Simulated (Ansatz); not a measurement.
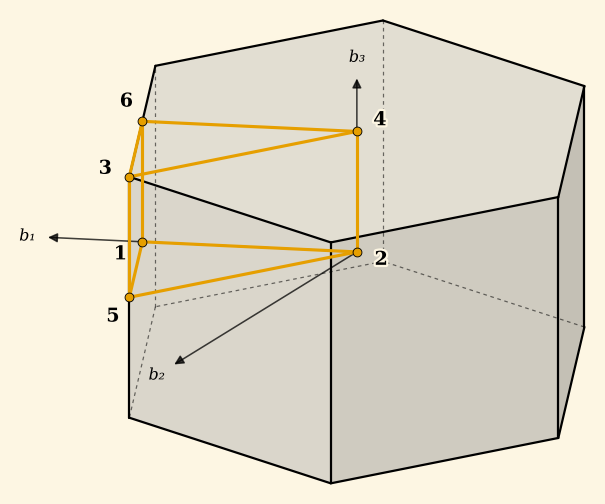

The first Brillouin zone of a primitive hexagonal lattice (hP; extended symbol hP2) is drawn with its special points numbered. Crystal: TaSi2, the geometry relaxed at a target pressure of 20 GPa with Ansatz 0.2.0, DFT PBE, scalar-relativistic, plane waves, PAW. Symmetry computed with spglib at a tolerance of 0.002 Å; standard conventional cell.

a = 4.648 Å, b = 4.648 Å, c = 6.444 Å, α = 90.00°, β = 90.00°, γ = 120.00°.

Labels and path follow the convention of Hinuma et al. (2017), as computed by seekpath; the arrows show the directions of the reciprocal primitive vectors b₁, b₂, b₃, in which coordinates are given.

### Give the label and coordinates of each numbered point.

```tsv
no.	label	coordinates
1	M	(1/2, 0, 0)
2	Γ	(0, 0, 0)
3	H	(1/3, 1/3, 1/2)
4	A	(0, 0, 1/2)
5	K	(1/3, 1/3, 0)
6	L	(1/2, 0, 1/2)
```
